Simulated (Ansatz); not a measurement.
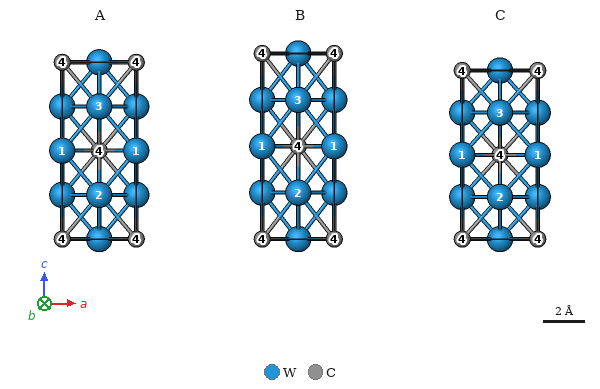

3 geometries from one relaxation of a crystal of W3C (built on the TiAl3 (D0_22)_139 type), in shuffled order. Style: ball-and-stick. Shown: the conventional cell (2 times the calculation's cell), along the b axis. Lengths and directions refer to the drawn axes.

Case: TiAl3 (D0_22) type (I4/mmm, No. 139).

Theory: DFT PBE, scalar-relativistic, plane waves, PAW in Ansatz 0.2.0. (plane-wave cutoff 420 eV; k-point mesh 18 × 18 × 18; occupations gaussian; smearing width 0.1 eV; no spin polarisation; cell and atoms relaxed; force threshold 0.01 eV/Å; at most 80 steps)

Q: Order the frames from highest to lowest energy.

A: C, A, B. They are steps 0, 1, 7, at +100 meV per atom, +39.6 meV per atom relative to the last. No atom moves by more than 0.005 Å relative to the cell. The drawn cell changes as follows: a = b 3.684 → 3.516 Å (−4.6 %), c 8.229 → 9.060 Å (+10.1 %); the volume changes by +0.3 %. Among the contacts that change: W2–W3 2.605 → 2.486 Å, W1–C4 2.605 → 2.486 Å, W1–W2 2.761 → 2.867 Å, W2–C4 2.762 → 2.867 Å. The space group stays I4/mmm (No. 139). The energy falls by 100 meV per atom in 4 accepted moves (7 points after the start). All forces vanish by symmetry, so only the cell relaxes. Pressure: 0.09 GPa at the start and 0.01 GPa at the end. The line search rejected the trial step at point 3 of the run. The SCF was repeated twice at an unchanged geometry on a basis and grid sized afresh for the cell, which shifted the energy by 0.7 meV per atom at most.
